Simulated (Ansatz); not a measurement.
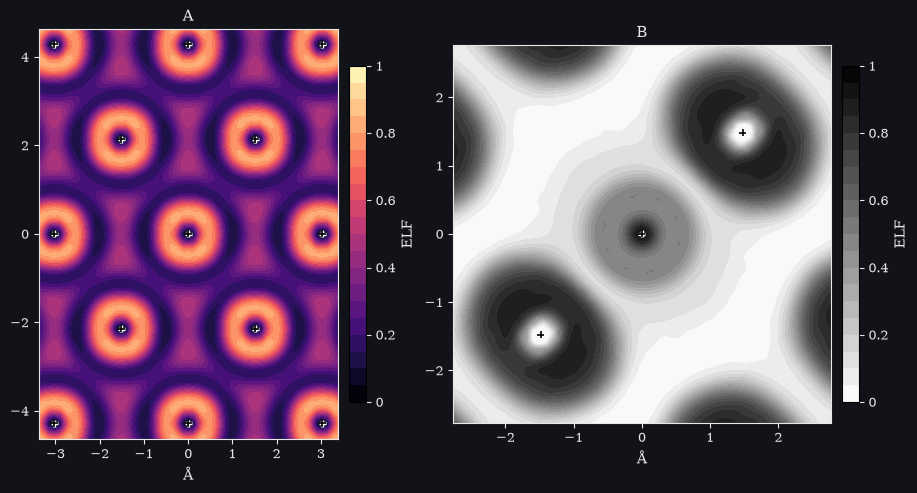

The electron localisation function of 2 systems, each on a plane through atoms (crosses mark nuclei in the plane).

Theory: Ansatz, Kohn-Sham DFT of a periodic cell, PBE, Ansatz PAW earlier set.

System 1: V, the (101) plane of the conventional cell. Space group Im-3m; computed pressure about −5 GPa in this cell; the program warned that a starting moment wasn't kept; spin-polarised, but the moments vanished.

```yaml
crystal:
  lattice:
    - [3.02870, 0.00000, 0.00000]
    - [0.00000, 3.02870, 0.00000]
    - [0.00000, 0.00000, 3.02870]
  atoms:
    - { symbol: V, position: [0.00000, 0.00000, 0.00000] }
    - { symbol: V, position: [0.50000, 0.50000, 0.50000] }
```

System 2: SnO$_{2}$, the (001) plane of the conventional cell. Space group P4₂/mnm.

```yaml
crystal:
  lattice:
    - [4.82752, 0.00000, 0.00000]
    - [0.00000, 4.82752, 0.00000]
    - [0.00000, 0.00000, 3.23805]
  atoms:
    - { symbol: Sn, position: [0.50000, 0.50000, 0.50000] }
    - { symbol: Sn, position: [0.00000, 0.00000, 0.00000] }
    - { symbol: O, position: [0.80659, 0.19341, 0.50000] }
    - { symbol: O, position: [0.69341, 0.69341, 0.00000] }
    - { symbol: O, position: [0.19341, 0.80659, 0.50000] }
    - { symbol: O, position: [0.30659, 0.30659, 0.00000] }
```

Match each panel to its system.

Panel A is system 1, V: the plane holds V. V–V (2.62 Å): the ELF is about 0.25 at the midpoint: no localised pair shows between them. Panel B is system 2, SnO$_{2}$: the plane holds Sn and O. Sn–O (2.09 Å): the ELF peaks at about 0.85 in the valence shell of O, 0.6 Å from its nucleus, and is about 0.20 at the midpoint: no localised pair shows between them.
